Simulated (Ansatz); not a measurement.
Geometry relaxation, with input and output: Mg$_{32}$O$_{32}$ (part 2 of 2)

Continued. System: Mg$_{32}$O$_{32}$ (64 atoms in the cell). Method: DFT, PBEsol, PAW, plane waves (Ansatz 0.2.0); cutoff 420 eV, 1×1×1 k-mesh, Fermi–Dirac smearing of 0.01 eV. The structure was built on a prototype by a generator.

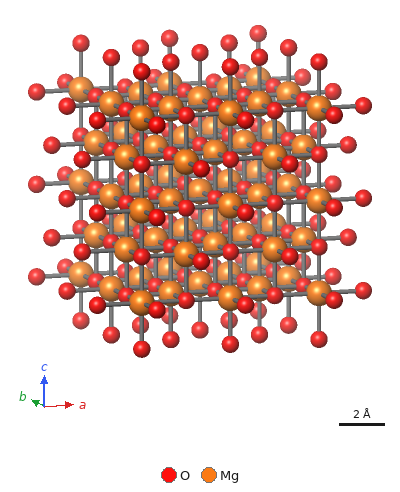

**Figure 1.** The starting structure (ball-and-stick view of the cell of the calculation, seen slightly off an axis; bonded neighbours outside the cell are drawn too).

### What the program printed, continued
```
--- Forces (eV/Å), atoms counted from 1 ---
  atom   1  O      0.00000000    -0.00000000    -0.00000000
  atom   2  O      0.00000000    -0.00000000    -0.00000000
  atom   3  O      0.00000000    -0.00000000     0.00000000
  atom   4  O      0.00000000    -0.00000000     0.00000000
  atom   5  O      0.00000000    -0.00000000     0.00000000
  atom   6  O      0.00000000    -0.00000000     0.00000000
  atom   7  O      0.00000000    -0.00000000     0.00000000
  atom   8  O      0.00000000    -0.00000000    -0.00000000
  atom   9  O      0.00000000    -0.00000000     0.00000000
  atom  10  O      0.00000000    -0.00000000     0.00000000
  atom  11  O      0.00000000    -0.00000000     0.00000000
  atom  12  O      0.00000000    -0.00000000     0.00000000
  atom  13  O      0.00000000    -0.00000000     0.00000000
  atom  14  O      0.00000000    -0.00000000     0.00000000
  atom  15  O      0.00000000    -0.00000000     0.00000000
  atom  16  O      0.00000000    -0.00000000     0.00000000
  atom  17  O      0.00000000    -0.00000000     0.00000000
  atom  18  O      0.00000000    -0.00000000     0.00000000
  atom  19  O      0.00000000    -0.00000000     0.00000000
  atom  20  O      0.00000000    -0.00000000     0.00000000
  atom  21  O      0.00000000    -0.00000000     0.00000000
  atom  22  O      0.00000000    -0.00000000    -0.00000000
  atom  23  O      0.00000000    -0.00000000     0.00000000
  atom  24  O      0.00000000    -0.00000000     0.00000000
  atom  25  O      0.00000000    -0.00000000     0.00000000
  atom  26  O      0.00000000    -0.00000000    -0.00000000
  atom  27  O      0.00000000    -0.00000000    -0.00000000
  atom  28  O      0.00000000    -0.00000000    -0.00000000
  atom  29  O      0.00000000    -0.00000000     0.00000000
  atom  30  O      0.00000000    -0.00000000    -0.00000000
  atom  31  O      0.00000000    -0.00000000     0.00000000
  atom  32  O      0.00000000    -0.00000000     0.00000000
  atom  33  Mg     0.00000000     0.00000000    -0.00000000
  atom  34  Mg     0.00000000     0.00000000     0.00000000
  atom  35  Mg     0.00000000     0.00000000     0.00000000
  atom  36  Mg     0.00000000    -0.00000000     0.00000000
  atom  37  Mg     0.00000000     0.00000000     0.00000000
  atom  38  Mg     0.00000000     0.00000000     0.00000000
  atom  39  Mg     0.00000000    -0.00000000     0.00000000
  atom  40  Mg     0.00000000    -0.00000000     0.00000000
  atom  41  Mg     0.00000000    -0.00000000    -0.00000000
  atom  42  Mg     0.00000000     0.00000000    -0.00000000
  atom  43  Mg     0.00000000    -0.00000000    -0.00000000
  atom  44  Mg     0.00000000     0.00000000     0.00000000
  atom  45  Mg     0.00000000    -0.00000000    -0.00000000
  atom  46  Mg     0.00000000     0.00000000     0.00000000
  atom  47  Mg     0.00000000    -0.00000000    -0.00000000
  atom  48  Mg     0.00000000     0.00000000     0.00000000
  atom  49  Mg     0.00000000    -0.00000000     0.00000000
  atom  50  Mg     0.00000000     0.00000000    -0.00000000
  atom  51  Mg     0.00000000    -0.00000000     0.00000000
  atom  52  Mg     0.00000000    -0.00000000    -0.00000000
  atom  53  Mg     0.00000000     0.00000000    -0.00000000
  atom  54  Mg     0.00000000     0.00000000    -0.00000000
  atom  55  Mg     0.00000000     0.00000000     0.00000000
  atom  56  Mg     0.00000000     0.00000000    -0.00000000
  atom  57  Mg     0.00000000    -0.00000000     0.00000000
  atom  58  Mg     0.00000000    -0.00000000    -0.00000000
  atom  59  Mg     0.00000000     0.00000000     0.00000000
  atom  60  Mg     0.00000000     0.00000000     0.00000000
  atom  61  Mg     0.00000000    -0.00000000     0.00000000
  atom  62  Mg     0.00000000     0.00000000     0.00000000
  atom  63  Mg     0.00000000     0.00000000     0.00000000
  atom  64  Mg     0.00000000     0.00000000     0.00000000
  max |Σ_I F_I| component: 7.65e-27 eV/Å
--- Stress (GPa, compression-positive) ---
       -0.012958      -0.000000       0.000000
       -0.000000      -0.012958      -0.000000
       -0.000000      -0.000000      -0.012958
  P = ⅓ Tr σ = -0.0130 GPa (-0.130 kbar)
--- Band table (eV) ---
  k-point 0: bands = ["-63.8687", "-63.8687", "-63.8687", "-63.8687", "-63.8687", "-63.8687", "-63.8687", "-63.8687", "-63.8628", "-63.8628", ... 110 levels left out ..., "-30.7924", "-30.7924", "-30.7924", "-30.7924", "-30.7924", "-30.7924", "-30.7924", "-30.7924", "-8.5666", "-8.5666", "-8.5666", "-8.5666", "-8.5666", "-8.5666", "-8.5666", "-8.5666", "-7.7352", "-7.7352", "-7.7352", "-7.7352", "-7.7352", "-7.7352", "-7.7352", "-7.7352", "-7.7352", "-7.7352", "-7.7352", "-7.7352", "-7.7352",
      "-7.7352", "-7.7352", "-7.7352", "-7.7352", "-7.7352", "-7.7352", "-7.7352", "-7.7352", "-7.7352", "-7.7352", "-7.7352", "4.1523", "4.1523", "4.1523", "4.1523", "4.1523", "4.1523", "4.1523", "4.1523", "4.1523", "4.1523", "4.1523", "4.1523", "4.1523", "4.1523", "4.1523", "4.1523", "4.1523", "4.1523", "4.1523", "4.1523", "4.1523", "4.1523", "4.1523", "4.1523", "5.3138", "5.3138", "5.3138", "5.3138", "5.3138",
      "5.3138", "5.3138", "5.3138", "6.0700", "6.0700", "6.0700", "6.0700", "6.0700", "6.0700", "6.0700", "6.0700", "6.0700", "6.0700", "6.0700", "6.0700", "6.0700", "6.0700", "6.0700", "6.0700", "6.0700", "6.0700", "6.0700", "6.0700", "6.0700", "6.0700", "6.0700", "6.0700", "6.9801", "6.9801", "6.9801", "6.9801", "6.9801", "6.9801", "6.9801", "6.9801", "6.9801", "6.9801", "6.9801", "6.9801", "6.9801",
      "6.9801", "6.9801", "6.9801", "6.9801", "6.9801", "6.9801", "6.9801", "6.9801", "6.9801", "6.9801", "6.9801", "7.6621", "7.6621", "7.6621", "7.6621", "7.6621", "7.6621", "7.6621", "7.6621", "7.6621", "7.6621", "7.6621", "7.6621", "7.6621", "7.6621", "7.6621", "7.6621", "14.9731", "14.9731", "14.9731", "14.9731", "14.9731", "14.9731", "14.9731", "14.9731", "17.5468", "17.5468", "17.5468", "17.5468", "17.5468",
      "17.5468", "17.5468", "17.5468", "17.5468", "17.5468", "17.5468", "17.5468", "17.5468", "17.5468", "17.5468", "17.5468", "17.5468", "17.5468", "17.5468", "17.5468", "17.5468", "17.5468", "17.5468", "17.5468", "19.4395", "19.4395", "19.4395", "19.4395", "19.4395", "19.4395", "19.4395", "19.4395", "19.4395", "19.4395", "19.4395", "19.4395", "19.4395", "19.4395", "19.4395", "19.4395", "19.4395", "19.4395", "19.4395", "19.4395", "19.4395",
      "19.4395", "19.4395", "19.4395", "20.4096", "20.4096", "20.4096", "20.4096", "20.4096", "20.4096", "20.4096", "20.4096"]
--- Relaxed structure (1 steps of the walk, 1 accepted, 1 SCFs on fresh bases) ---
  F+E_penalty+E_count = -79227.64278983 eV   max|allowed force component| = 1.137e-28 eV/Å   (the final SCF, on the basis selected at the relaxed cell)
  cell:  # Å, volume = 598.8230 Å³
    - [8.428808, 0.0, 0.0]
    - [0.0, 8.428808, 0.0]
    - [0.0, 0.0, 8.428808]
  atoms:
    - { symbol: O, position: [0.25, 0.0, 0.0] }
    - { symbol: O, position: [0.25, 0.0, 0.5] }
    - { symbol: O, position: [0.25, 0.5, 0.0] }
    - { symbol: O, position: [0.25, 0.5, 0.5] }
    - { symbol: O, position: [0.75, 0.0, 0.0] }
    - { symbol: O, position: [0.75, 0.0, 0.5] }
    - { symbol: O, position: [0.75, 0.5, 0.0] }
    - { symbol: O, position: [0.75, 0.5, 0.5] }
    - { symbol: O, position: [0.0, 0.25, 0.0] }
    - { symbol: O, position: [0.0, 0.25, 0.5] }
    - { symbol: O, position: [0.0, 0.75, 0.0] }
    - { symbol: O, position: [0.0, 0.75, 0.5] }
    - { symbol: O, position: [0.5, 0.25, 0.0] }
    - { symbol: O, position: [0.5, 0.25, 0.5] }
    - { symbol: O, position: [0.5, 0.75, 0.0] }
    - { symbol: O, position: [0.5, 0.75, 0.5] }
    - { symbol: O, position: [0.0, 0.0, 0.25] }
    - { symbol: O, position: [0.0, 0.0, 0.75] }
    - { symbol: O, position: [0.0, 0.5, 0.25] }
    - { symbol: O, position: [0.0, 0.5, 0.75] }
    - { symbol: O, position: [0.5, 0.0, 0.25] }
    - { symbol: O, position: [0.5, 0.0, 0.75] }
    - { symbol: O, position: [0.5, 0.5, 0.25] }
    - { symbol: O, position: [0.5, 0.5, 0.75] }
    - { symbol: O, position: [0.25, 0.25, 0.25] }
    - { symbol: O, position: [0.25, 0.25, 0.75] }
    - { symbol: O, position: [0.25, 0.75, 0.25] }
    - { symbol: O, position: [0.25, 0.75, 0.75] }
    - { symbol: O, position: [0.75, 0.25, 0.25] }
    - { symbol: O, position: [0.75, 0.25, 0.75] }
    - { symbol: O, position: [0.75, 0.75, 0.25] }
    - { symbol: O, position: [0.75, 0.75, 0.75] }
    - { symbol: Mg, position: [0.0, 0.0, 0.0] }
    - { symbol: Mg, position: [0.0, 0.0, 0.5] }
    - { symbol: Mg, position: [0.0, 0.5, 0.0] }
    - { symbol: Mg, position: [0.0, 0.5, 0.5] }
    - { symbol: Mg, position: [0.5, 0.0, 0.0] }
    - { symbol: Mg, position: [0.5, 0.0, 0.5] }
    - { symbol: Mg, position: [0.5, 0.5, 0.0] }
    - { symbol: Mg, position: [0.5, 0.5, 0.5] }
    - { symbol: Mg, position: [0.25, 0.25, 0.0] }
    - { symbol: Mg, position: [0.25, 0.25, 0.5] }
    - { symbol: Mg, position: [0.25, 0.75, 0.0] }
    - { symbol: Mg, position: [0.25, 0.75, 0.5] }
    - { symbol: Mg, position: [0.75, 0.25, 0.0] }
    - { symbol: Mg, position: [0.75, 0.25, 0.5] }
    - { symbol: Mg, position: [0.75, 0.75, 0.0] }
    - { symbol: Mg, position: [0.75, 0.75, 0.5] }
    - { symbol: Mg, position: [0.25, 0.0, 0.25] }
    - { symbol: Mg, position: [0.25, 0.0, 0.75] }
    - { symbol: Mg, position: [0.25, 0.5, 0.25] }
    - { symbol: Mg, position: [0.25, 0.5, 0.75] }
    - { symbol: Mg, position: [0.75, 0.0, 0.25] }
    - { symbol: Mg, position: [0.75, 0.0, 0.75] }
    - { symbol: Mg, position: [0.75, 0.5, 0.25] }
    - { symbol: Mg, position: [0.75, 0.5, 0.75] }
    - { symbol: Mg, position: [0.0, 0.25, 0.25] }
    - { symbol: Mg, position: [0.0, 0.25, 0.75] }
    - { symbol: Mg, position: [0.0, 0.75, 0.25] }
    - { symbol: Mg, position: [0.0, 0.75, 0.75] }
    - { symbol: Mg, position: [0.5, 0.25, 0.25] }
    - { symbol: Mg, position: [0.5, 0.25, 0.75] }
    - { symbol: Mg, position: [0.5, 0.75, 0.25] }
    - { symbol: Mg, position: [0.5, 0.75, 0.75] }
--- Löwdin populations: 64 sites ---
  site symbol       q [e]
     0      O      7.3771
     1      O      7.3771
     2      O      7.3771
     3      O      7.3771
     4      O      7.3771
     5      O      7.3771
     6      O      7.3771
     7      O      7.3771
     8      O      7.3771
     9      O      7.3771
    10      O      7.3771
    11      O      7.3771
    12      O      7.3771
    13      O      7.3771
    14      O      7.3771
    15      O      7.3771
    16      O      7.3771
    17      O      7.3771
    18      O      7.3771
    19      O      7.3771
    20      O      7.3771
    21      O      7.3771
    22      O      7.3771
    23      O      7.3771
    24      O      7.3771
    25      O      7.3771
    26      O      7.3771
    27      O      7.3771
    28      O      7.3771
    29      O      7.3771
    30      O      7.3771
    31      O      7.3771
    32     Mg      8.4713
    33     Mg      8.4713
    34     Mg      8.4713
    35     Mg      8.4713
    36     Mg      8.4713
    37     Mg      8.4713
    38     Mg      8.4713
    39     Mg      8.4713
    40     Mg      8.4713
    41     Mg      8.4713
    42     Mg      8.4713
    43     Mg      8.4713
    44     Mg      8.4713
    45     Mg      8.4713
    46     Mg      8.4713
    47     Mg      8.4713
    48     Mg      8.4713
    49     Mg      8.4713
    50     Mg      8.4713
    51     Mg      8.4713
    52     Mg      8.4713
    53     Mg      8.4713
    54     Mg      8.4713
    55     Mg      8.4713
    56     Mg      8.4713
    57     Mg      8.4713
    58     Mg      8.4713
    59     Mg      8.4713
    60     Mg      8.4713
    61     Mg      8.4713
    62     Mg      8.4713
    63     Mg      8.4713
  spilling = 0.009477 (of n_electrons = 512.000000)
```

### Key numbers

- outcome: converged
- space group (tolerance 0.01 Å): Fm-3m (225)
- electrons treated: 512
- free energy: −79227.6428 eV
- Fermi energy: 11.321 eV
- pressure: −0.01 GPa
- largest force (length of the vector) at the end: under 0.001 eV/Å
- final cell: a = 8.429 Å, b = 8.429 Å, c = 8.429 Å, α = 90.00°, β = 90.00°, γ = 90.00°
- wall time: 5.7 s (CPU time 33 s)
- peak memory: 1.3 GiB

### Notes

The k-point mesh is coarse for a cell of this size, so the results may not be converged.
